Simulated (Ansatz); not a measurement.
## Geometry relaxation of Mo (part 1 of 3)

System: Mo (slab, 27 atoms in the cell).
Method: DFT PBE+D3(BJ), scalar-relativistic, plane waves, PAW, no spin polarisation (Ansatz 0.2.0).

The structure derives from an entry of the Crystallography Open Database. The input holds or restrains some coordinates. Forces given for the steps count only the free coordinates. It belongs to a series of runs on one base structure; here: clean slab, lower planes held. Figures and captions count atoms from 1; the log counts them from 0 in places.

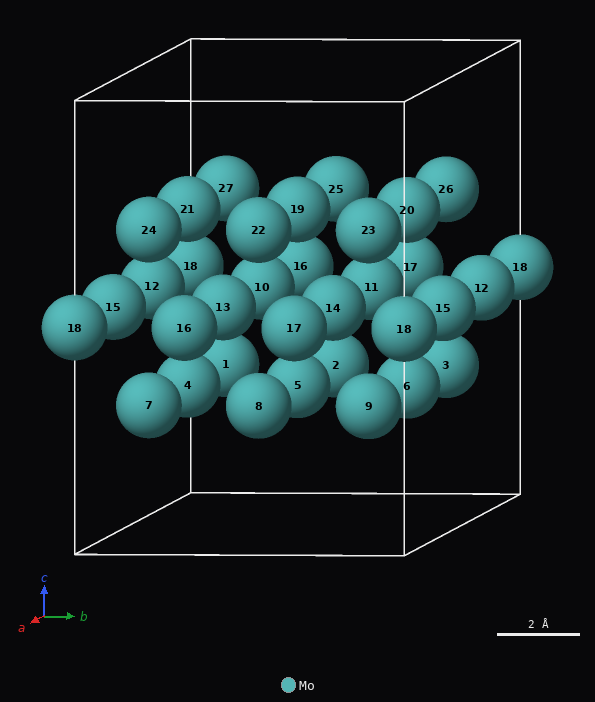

Fig. 1: The structure as given in the input (spheres-only view of the cell of the calculation, with the vacuum cut short, seen slightly off an axis; atoms are numbered from 1 in the order of the input). An atom can appear more than once, as a periodic image.

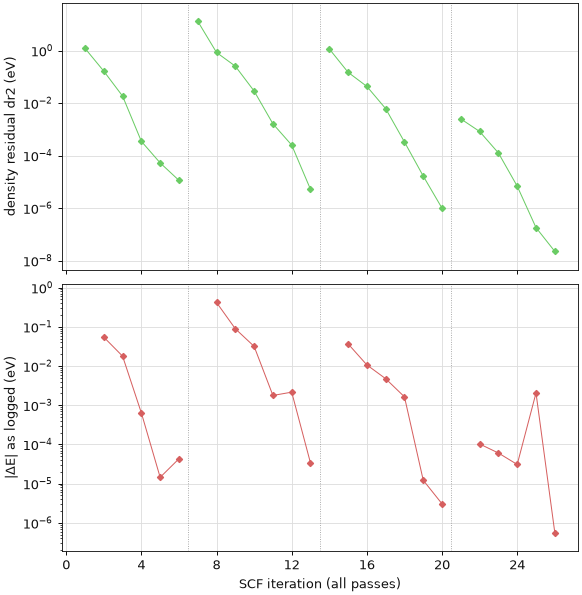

Fig. 2: Convergence of the self-consistent field: density residual dr2 and size of the energy change against the SCF iteration. The dotted lines part the SCF passes of the relaxation: geometry steps, rejected trials and re-solves on a re-selected basis. The passes take 6, 7, 7 and 6 iterations.

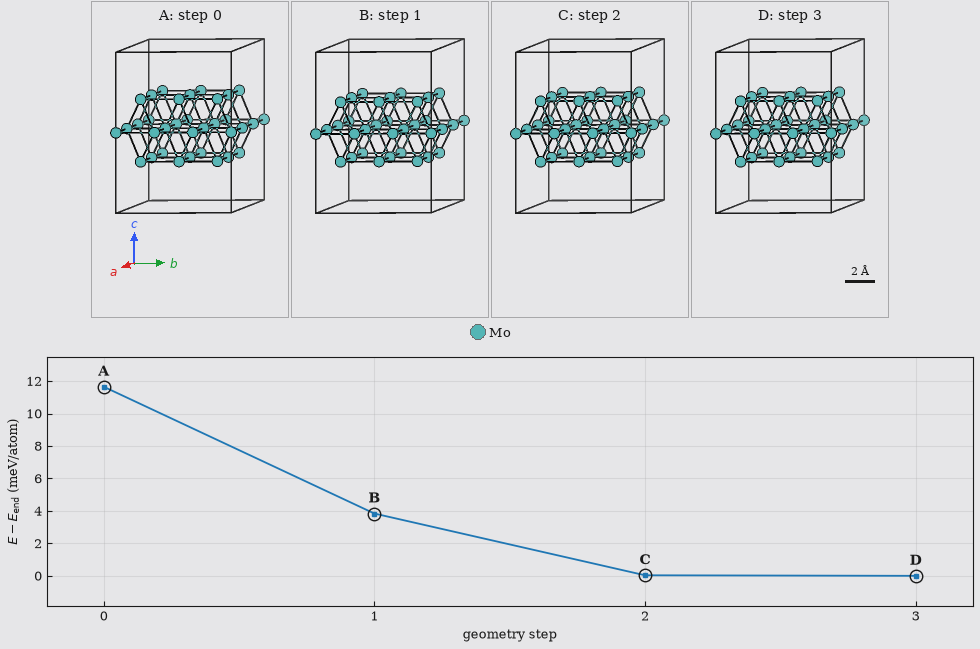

Fig. 3: Frames of the restrained relaxation (ball-and-stick view of the cell of the calculation, with the vacuum cut short, seen slightly off an axis) above the curves, on which the letters mark them (the first geometry is step 0 here and step 1 in the log).

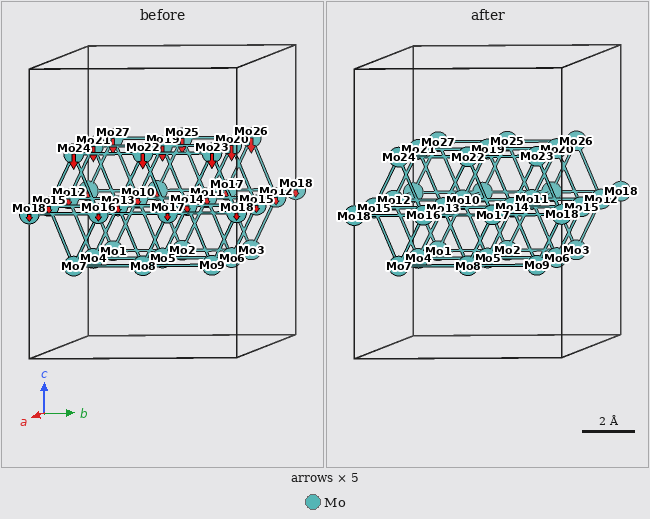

Fig. 4: Before (left) and after (right) the restrained relaxation, at one scale (ball-and-stick view of the cell of the calculation, with the vacuum cut short, seen slightly off an axis). The red arrows give the displacements, magnified 5 times. The largest moves, 0.13 Å, are those of 9 atoms (Mo19, Mo20, Mo21, Mo22 and others). The lattice vectors keep their values. Among the contacts that change: Mo10–Mo19 2.711 → 2.658 Å. The energy falls by 11.6 meV per atom in 3 geometry steps. The largest force component goes from 0.52 to 0.00076 eV/Å. (Atoms are counted from 1 in the order of the input.)

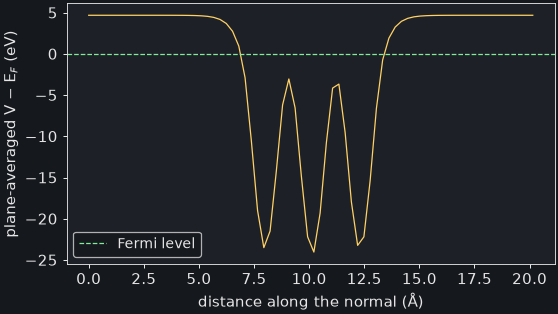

Fig. 5: Plane average of the electrostatic potential energy of an electron across the cell, from the Fermi level. The vacuum level lies 4.69 eV above the Fermi level.

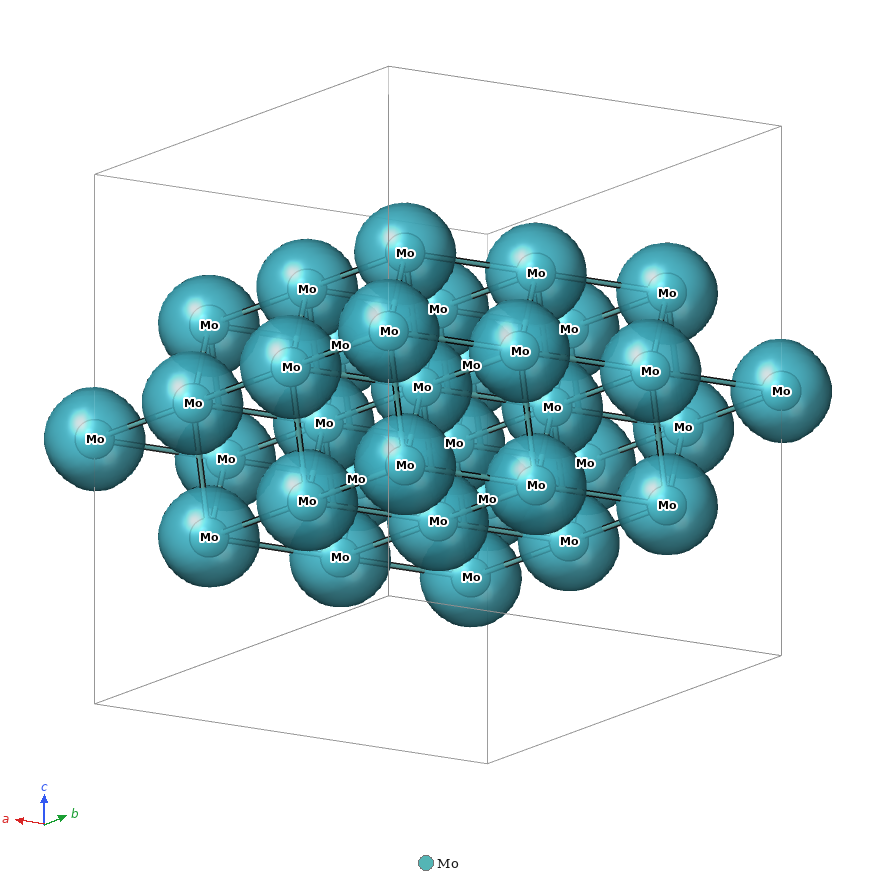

Fig. 6: Isosurface of the valence charge density (pseudo) at 0.8 e/Å³ (cyan), seen at an oblique angle. Sticks mark near contacts. At this value the density breaks into separate islands; it holds about 70 % of the electrons treated as valence (semicore included). It is pinched off along the Mo–Mo (2.66 Å) and Mo–Mo (2.71 Å) contacts. On the grid the lowest density along these lines, outside the cores, is 0.43 e/Å³ (Mo–Mo, 2.66 Å) and 0.4 e/Å³ (Mo–Mo, 2.71 Å). Core electrons are frozen (PAW), so the fields are smoothed inside the atomic spheres.

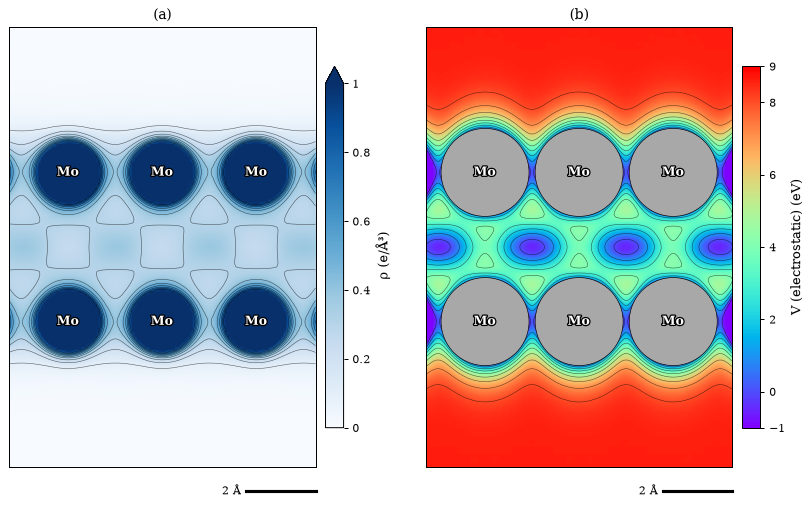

Fig. 7: (a) valence pseudo-density; (b) electrostatic potential (local pseudopotential plus Hartree) felt by an electron on the (100) plane of the calculation cell, a cut from vacuum to vacuum. Grey discs, where drawn, cover atomic cores. Mo–Mo (2.71 Å): the density is about 0.4 e/Å³ at the midpoint. The density dies away to nearly zero in the vacuum.

The input that produced these results follows, with the program's output.

Input file
```yaml
crystal:
  lattice:
    - [8.1325419176, 0.0, 0.0]
    - [-2.7108473059, 7.6674340509, 0.0]
    - [0.0, 0.0, 20.4267951133]
  atoms:
    - { symbol: Mo, position: [0.1666666667, 0.1666666667, 0.3916424459] }
    - { symbol: Mo, position: [0.1666666667, 0.5, 0.3916424459] }
    - { symbol: Mo, position: [0.1666666667, 0.8333333333, 0.3916424459] }
    - { symbol: Mo, position: [0.5, 0.1666666667, 0.3916424459] }
    - { symbol: Mo, position: [0.5, 0.5, 0.3916424459] }
    - { symbol: Mo, position: [0.5, 0.8333333333, 0.3916424459] }
    - { symbol: Mo, position: [0.8333333333, 0.1666666667, 0.3916424459] }
    - { symbol: Mo, position: [0.8333333333, 0.5, 0.3916424459] }
    - { symbol: Mo, position: [0.8333333333, 0.8333333333, 0.3916424459] }
    - { symbol: Mo, position: [0.3333333333, 0.3333333333, 0.5] }
    - { symbol: Mo, position: [0.3333333333, 0.6666666667, 0.5] }
    - { symbol: Mo, position: [0.3333333333, 0.0, 0.5] }
    - { symbol: Mo, position: [0.6666666667, 0.3333333333, 0.5] }
    - { symbol: Mo, position: [0.6666666667, 0.6666666667, 0.5] }
    - { symbol: Mo, position: [0.6666666667, 0.0, 0.5] }
    - { symbol: Mo, position: [0.0, 0.3333333333, 0.5] }
    - { symbol: Mo, position: [0.0, 0.6666666667, 0.5] }
    - { symbol: Mo, position: [0.0, 0.0, 0.5] }
    - { symbol: Mo, position: [0.5, 0.5, 0.6083575541] }
    - { symbol: Mo, position: [0.5, 0.8333333333, 0.6083575541] }
    - { symbol: Mo, position: [0.5, 0.1666666667, 0.6083575541] }
    - { symbol: Mo, position: [0.8333333333, 0.5, 0.6083575541] }
    - { symbol: Mo, position: [0.8333333333, 0.8333333333, 0.6083575541] }
    - { symbol: Mo, position: [0.8333333333, 0.1666666667, 0.6083575541] }
    - { symbol: Mo, position: [0.1666666667, 0.5, 0.6083575541] }
    - { symbol: Mo, position: [0.1666666667, 0.8333333333, 0.6083575541] }
    - { symbol: Mo, position: [0.1666666667, 0.1666666667, 0.6083575541] }
basis:
  ecutwfc: 420
kpoints:
  mp_grid: { grid: [3, 3, 1] }
hamiltonian:
  xc: pbe
  dispersion: d3bj
scf:
  occupations: { method: gaussian, width: 0.1 }
output:
  forces: true
  eigenvalues: true
  write_density: true
  write_potential: true
  elf: true
  volumetric_format: npy
relax:
  adjacent_minimum: "off"
  f_tol: 0.03
  max_steps: 70
  constraints: [{ sites: [0, 1, 2, 3, 4, 5, 6, 7, 8] }]
efield:
  axis: 3
  dipole_correction: true
  ramp_width: 0.04
```

Run as:
```bash
ansatz run input.yaml --threads 8 --pin off --max-ram 20480MiB --backend cpu --events-out ev --progress --plain --runs-dir out
```

The program's output
```
Engine: ansatz 0.2.0, x86_64-unknown-linux-gnu
Pseudopotentials: kind: paw
Pseudopotential: Mo, paw, valence charge 14, recommended cutoff 420 eV (normal), Mo.paw.azcp
Functional definition: PBE
  parameter kappa = 0.804
  parameter beta = 0.06672455060314922
  exchange = pbe_x(kappa = kappa, mu = beta*pi^2/3)
  correlation = pbe_c(beta = beta)
Crystal: 27 atoms, lattice volume = 1273.728 Å³
Basis set: ecut = 420 eV, 24913 PW (Γ), exchange–correlation on 120×120×288 points (8 copies of the dense FFT grid, shifted against one another)
Bands: 227, of which v1, the nominal top of the filled ones, is band 189 counted from 1 (188 counted from 0)
Symmetry: 36 space group operations
k-points: 4 of 9
Non-local potential: Mo, projectors of the file, l = 0: 3, l = 1: 2, l = 2: 2, l = 3: 1
PAW form: soft (Blöchl's): semilocal exchange-correlation on the pseudo side does not see the compensation charge
PAW one-centre angular grid: Mo, 590 points (default); XC on 64 Gauss nodes
Initial density: superposition of atomic densities (neutral atoms: chi_scale 0, normalization atom), corrected by the library's trained network
Initial wavefunctions: pseudopotential atomic-orbital guess
Functional: x = pbe(κ = 0.804, μ = 0.2195149727645171), c = pbe(β = 0.06672455060314922)
SCF iter   1: F=—  HF=-133802.572919 eV  |F-HF|=—  |Δ(HF+E_count)|=         —  Δρ=5.21e-3  dr2=1.22e0  ethr=1.77e-3  p=0.000 e·Å  D=6.35e-14 V/Å  ΔV_dip=-0.00 eV  dr2_dipole=8.33e-11  V_vac-E_F(+/−)=4.92/4.92 eV  ⟨swp⟩=10.2  Hψ=4621  notcnv=0
efield: sawtooth ramp at fractional position 0.9800 (placed from the atoms, in the widest stretch of the axis that holds none; the zero of the levels goes with the place), width 0.0400; the density the first Hamiltonian is built on has a dipole p = 0.000 e·Å; the dipole correction subtracts the counter field D = 6.35e-14 V/Å, which shifts the + side's vacuum level by -0.00 eV against the − side's; the planar-averaged density in the ramp window peaks in size at 3.2e-5 e/Å³
preconditioner: auto → LDOS  [metal: Δε(μ)=0.027 eV  Ē_g=3.642 eV  σ=0.100 eV  W_gap=0.15  n_scr=228 (ndim 8)  ℏωp=13.2 eV  f_vac=0.579  D(μ)=36.50/eV (n_scr^D=248)  β→1.0]
SCF iter   2: F=—  HF=-133802.518268 eV  |F-HF|=—  |Δ(HF+E_count)|=   5.47e-2  Δρ=2.57e-3  dr2=1.65e-1  ethr=3.22e-4  p=0.000 e·Å  D=6.89e-7 V/Å  ΔV_dip=-0.00 eV  dr2_dipole=4.11e-11  V_vac-E_F(+/−)=4.73/4.73 eV  ⟨swp⟩=2.0  Hψ=1337  notcnv=0  defer=68
SCF iter   3: F=—  HF=-133802.500354 eV  |F-HF|=—  |Δ(HF+E_count)|=   1.79e-2  Δρ=5.38e-4  dr2=1.85e-2  ethr=4.37e-5  p=0.000 e·Å  D=4.20e-7 V/Å  ΔV_dip=-0.00 eV  dr2_dipole=1.33e-10  V_vac-E_F(+/−)=4.75/4.75 eV  ⟨swp⟩=2.2  Hψ=1295  notcnv=0  defer=68
SCF iter   4: F=—  HF=-133802.500992 eV  |F-HF|=—  |Δ(HF+E_count)|=   6.38e-4  Δρ=1.53e-4  dr2=3.50e-4  ethr=4.90e-6  p=0.000 e·Å  D=4.71e-8 V/Å  ΔV_dip=-0.00 eV  dr2_dipole=5.83e-11  V_vac-E_F(+/−)=4.73/4.73 eV  ⟨swp⟩=3.5  Hψ=1589  notcnv=0  defer=23
SCF iter   5: F=—  HF=-133802.500978 eV  |F-HF|=—  |Δ(HF+E_count)|=   1.45e-5  Δρ=4.99e-5  dr2=5.28e-5  ethr=9.25e-8  p=-0.000 e·Å  D=-1.08e-7 V/Å  ΔV_dip=0.00 eV  dr2_dipole=4.27e-12  V_vac-E_F(+/−)=4.72/4.72 eV  ⟨swp⟩=2.5  Hψ=1494  notcnv=0  defer=23
SCF iter   6: F=-133802.501019 eV  HF=-133802.501021 eV  |F-HF|=2.16e-6  |Δ(HF+E_count)|=   4.32e-5  Δρ=2.47e-5  dr2=1.14e-5  ethr=5.95e-9  p=-0.000 e·Å  D=-6.30e-8 V/Å  ΔV_dip=0.00 eV  dr2_dipole=1.46e-13  V_vac-E_F(+/−)=4.72/4.72 eV  ⟨swp⟩=31.8  Hψ=10771  notcnv=0
SCF 1 converged in 6 iterations: F = -133802.501019 eV  dr2 = 1.14e-5
  greatest PAW one-centre occupation: 0.998 electrons in one spin orbital (limit 2), on the Mo atom at site 26 (counted from 0), in its partial waves of l = 0
relax step   1: F+E_penalty+E_count = -133802.50101885 eV  Δ(F+E_penalty+E_count) = +0.000e0 eV  max|allowed force component| = 5.167e-1 eV/Å  Δτ_max = 0.0000 Å  (6 SCF iters, dr2 threshold 2.25e-5 eV, accepted)
Initial density: handed on by an earlier stage of this run
Initial wavefunctions: those handed on with the density
SCF iter   1: F=—  HF=-133803.251489 eV  |F-HF|=—  |Δ(HF+E_count)|=         —  Δρ=1.54e-2  dr2=1.31e1  ethr=3.10e-3  p=0.000 e·Å  D=5.26e-6 V/Å  ΔV_dip=-0.00 eV  dr2_dipole=3.01e0  V_vac-E_F(+/−)=4.75/4.75 eV  ⟨swp⟩=5.2  Hψ=2263  notcnv=0  defer=13
efield: sawtooth ramp at fractional position 0.9800 (handed on by an earlier solve), width 0.0400; the density the first Hamiltonian is built on has a dipole p = 0.000 e·Å; the dipole correction subtracts the counter field D = 5.26e-6 V/Å, which shifts the + side's vacuum level by -0.00 eV against the − side's; the planar-averaged density in the ramp window peaks in size at 7.4e-6 e/Å³
preconditioner: auto → LDOS  [metal: Δε(μ)=0.048 eV  Ē_g=3.797 eV  σ=0.100 eV  W_gap=0.26  n_scr=228 (ndim 8)  ℏωp=13.2 eV  f_vac=0.589  D(μ)=29.78/eV (n_scr^D=190)  β→1.0]
SCF iter   2: F=—  HF=-133802.832620 eV  |F-HF|=—  |Δ(HF+E_count)|=   4.19e-1  Δρ=5.62e-3  dr2=8.48e-1  ethr=3.10e-3  p=0.055 e·Å  D=7.82e-3 V/Å  ΔV_dip=-0.16 eV  dr2_dipole=1.19e-2  V_vac-E_F(+/−)=4.54/4.70 eV  ⟨swp⟩=2.0  Hψ=1112  notcnv=0  defer=89
SCF iter   3: F=—  HF=-133802.743252 eV  |F-HF|=—  |Δ(HF+E_count)|=   8.94e-2  Δρ=2.73e-3  dr2=2.55e-1  ethr=2.24e-4  p=0.023 e·Å  D=3.23e-3 V/Å  ΔV_dip=-0.07 eV  dr2_dipole=1.58e-2  V_vac-E_F(+/−)=4.65/4.72 eV  ⟨swp⟩=3.0  Hψ=1685  notcnv=0  defer=91
SCF iter   4: F=—  HF=-133802.711496 eV  |F-HF|=—  |Δ(HF+E_count)|=   3.18e-2  Δρ=8.21e-4  dr2=2.88e-2  ethr=6.75e-5  p=0.023 e·Å  D=3.27e-3 V/Å  ΔV_dip=-0.07 eV  dr2_dipole=3.19e-3  V_vac-E_F(+/−)=4.65/4.71 eV  ⟨swp⟩=2.5  Hψ=1310  notcnv=0  defer=91
SCF iter   5: F=—  HF=-133802.709718 eV  |F-HF|=—  |Δ(HF+E_count)|=   1.78e-3  Δρ=1.85e-4  dr2=1.63e-3  ethr=7.62e-6  p=0.015 e·Å  D=2.17e-3 V/Å  ΔV_dip=-0.04 eV  dr2_dipole=5.32e-4  V_vac-E_F(+/−)=4.65/4.70 eV  ⟨swp⟩=2.2  Hψ=1179  notcnv=0  defer=91
SCF iter   6: F=—  HF=-133802.711881 eV  |F-HF|=—  |Δ(HF+E_count)|=   2.16e-3  Δρ=7.49e-5  dr2=2.52e-4  ethr=4.32e-7  p=0.015 e·Å  D=2.12e-3 V/Å  ΔV_dip=-0.04 eV  dr2_dipole=1.92e-5  V_vac-E_F(+/−)=4.66/4.70 eV  ⟨swp⟩=2.8  Hψ=1486  notcnv=0  defer=91
SCF iter   7: F=-133802.711923 eV  HF=-133802.711914 eV  |F-HF|=8.69e-6  |Δ(HF+E_count)|=   3.36e-5  Δρ=2.47e-5  dr2=5.20e-6  ethr=4.42e-9  p=0.013 e·Å  D=1.90e-3 V/Å  ΔV_dip=-0.04 eV  dr2_dipole=1.54e-7  V_vac-E_F(+/−)=4.66/4.70 eV  ⟨swp⟩=28.0  Hψ=10445  notcnv=0
SCF 2 converged in 7 iterations: F = -133802.711923 eV  dr2 = 5.20e-6
relax step   2: F+E_penalty+E_count = -133802.71192309 eV  Δ(F+E_penalty+E_count) = -2.109e-1 eV  max|allowed force component| = 4.121e-1 eV/Å  Δτ_max = 0.1956 Å  (7 SCF iters, dr2 threshold 1.67e-5 eV, accepted)
iter 1 solved again at ethr=2.87e-4 eV; its pass at ethr=3.10e-3 eV (dr2=1.09e0 eV) is discarded
```
